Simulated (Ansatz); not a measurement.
Consider Al8O (slab).

Input

```
crystal:
  lattice:
    - [2.8362844922, 0.0, 0.0]
    - [-1.4181422461, 2.4562944226, 0.0]
    - [0.0, 0.0, 35.3137615421]
  atoms:
    - { symbol: Al, position: [0.3333333333, 0.6666666667, 0.2406993656] }
    - { symbol: Al, position: [0.0, 0.0, 0.3066945262] }
    - { symbol: Al, position: [0.6666666667, 0.3333333333, 0.3726896867] }
    - { symbol: Al, position: [0.0, 0.0, 0.4386848473] }
    - { symbol: Al, position: [0.3333333333, 0.6666666667, 0.5041562492] }
    - { symbol: Al, position: [0.0, 0.0, 0.5704373706] }
    - { symbol: Al, position: [0.6666666667, 0.3333333333, 0.6367922409] }
    - { symbol: Al, position: [0.0, 0.0, 0.7041304592] }
    - { symbol: O, position: [0.0, 0.0, 0.7573674953] }
basis:
  ecutwfc: 420
kpoints:
  mp_grid: { grid: [12, 12, 1] }
hamiltonian:
  xc: pbesol
scf:
  occupations: { method: gaussian, width: 0.1 }
output:
  forces: true
  eigenvalues: true
  write_density: true
  write_potential: true
  elf: true
  volumetric_format: npy
relax:
  adjacent_minimum: "off"
  f_tol: 0.03
  max_steps: 70
  constraints: [{ sites: [0, 1, 2, 3] }]
efield:
  axis: 3
  dipole_correction: true
  ramp_width: 0.04
```

Command:

```sh
ansatz run input.yaml --threads 2 --pin off --max-ram 5120MiB --backend cpu --events-out ev --progress --plain --runs-dir out
```

The fields are those of the run's last geometry, not of the input's.

The calculation used Ansatz 0.2.0, DFT PBEsol, scalar-relativistic, plane waves, PAW.

Question: What will maps of the valence pseudo-density and electron localisation function show?

Answer: Al–O (1.68 Å): the density is about 0.94 e/Å³ at the midpoint; the ELF peaks at about 0.85 in the valence shell of O, 0.6 Å from its nucleus, and is about 0.80 at the midpoint.

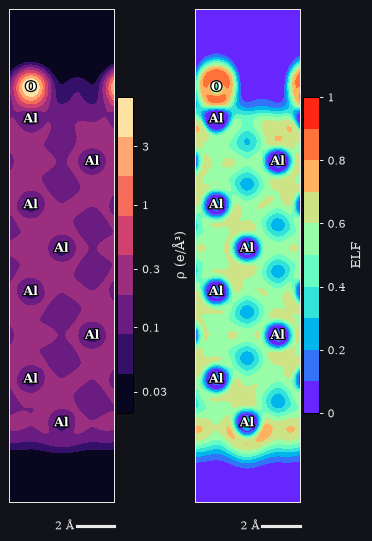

Computed valence pseudo-density and electron localisation function on the (110) plane of the calculation cell, a cut from vacuum to vacuum, in this order. 

Core electrons are frozen (PAW), and the valence fields are smoothed inside the atomic spheres.
